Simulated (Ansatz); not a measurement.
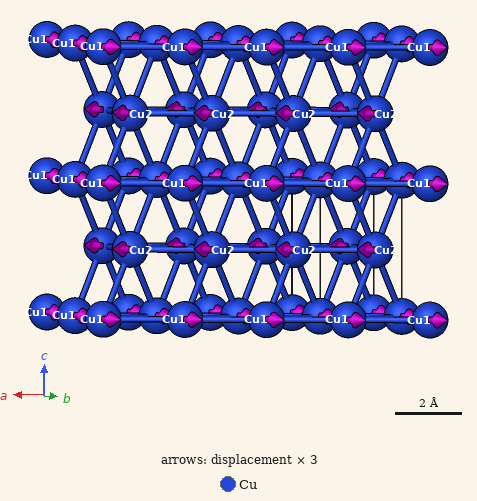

A relaxation of solid Cu (set up in I4/mmm). The starting structure is drawn; purple arrows show the displacements, 3 times their true length.

A ball-and-stick model of the cell of the calculation, repeated 4 × 2 × 2 with one cell outlined, seen from a free direction.

Theory: DFT PBE, scalar-relativistic, plane waves, PAW (Ansatz). (plane-wave cutoff 420 eV; k-point mesh 14 × 14 × 8; occupations gaussian; smearing width 0.15 eV; no spin polarisation)

**What happened in the run?**

The largest moves, 0.23 Å, are those of Cu1 and Cu2. Cu1 goes along [−1 1 0]. The cell doesn't change. Among the contacts that change: Cu1–Cu2 2.951 → 2.646 Å, Cu1–Cu2 (another image) 2.502 → 2.544 Å. The space group (tolerance 0.01 Å) goes from I4/mmm (No. 139) to Cmcm (No. 63).
